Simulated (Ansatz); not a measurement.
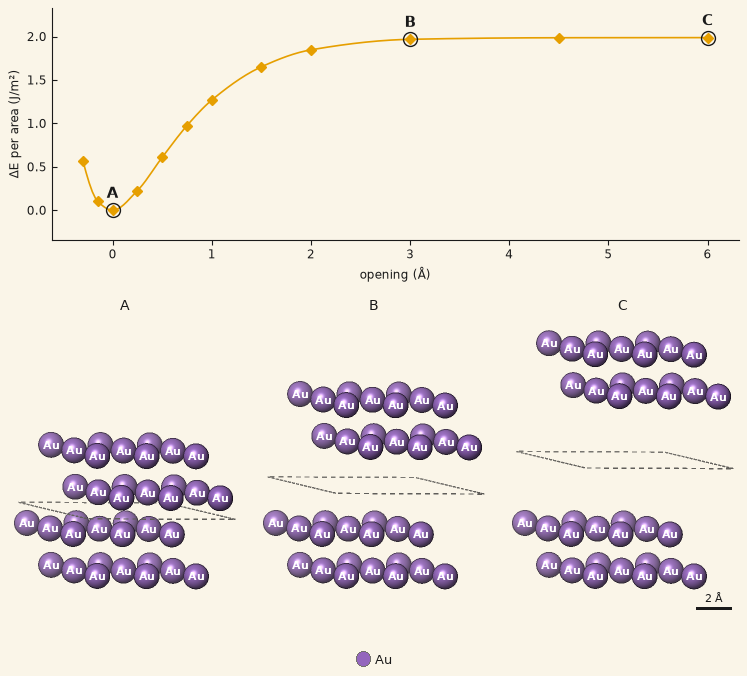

Crystalline Au (Fm-3m): the crystal is pulled apart rigidly along the normal of the (1 1 1) plane of the conventional cell, at a cut between a plane of Au below and one of Au above, 2.36 Å apart. One cut stands in each cell, which starts 14.2 Å high; nothing is relaxed, and the dashed outline marks the cut. The lettered frames are marked on the plot. The picture is a spheres-only view of the layers on both sides of the cut, seen from the side, nearly along the cut plane.

Level of theory: DFT PBEsol, scalar-relativistic, plane waves, PAW in Ansatz 0.2.0. Settings: plane-wave cutoff 420 eV; k-point mesh 18 × 18 × 4; occupations gaussian; smearing width 0.15 eV; no spin polarisation. Energies (free energies at the smearing named) are counted from the cell as listed in its source, which wasn't relaxed.

Question: Read off the main features of the energy profile.

Answer: At the widest opening, 6.00 Å, the energy has risen by 1.988 J/m², where the curve has levelled off: this is the ideal work of separation, the sum of the two unrelaxed surface energies of a slab 14.2 Å thick. The steepest rise lies between 0.25 Å and 0.50 Å, with a mean traction of about 15 GPa. Pressing the cut together by 0.30 Å costs 0.569 J/m².

The computed points:

| opening (Å) | ΔE per area (J/m²) |
| --- | --- |
| −0.30 | 0.569 |
| −0.15 | 0.102 |
| 0.00 | 0.000 |
| 0.25 | 0.227 |
| 0.50 | 0.610 |
| 0.75 | 0.975 |
| 1.00 | 1.269 |
| 1.50 | 1.651 |
| 2.00 | 1.847 |
| 3.00 | 1.968 |
| 4.50 | 1.986 |
| 6.00 | 1.988 |
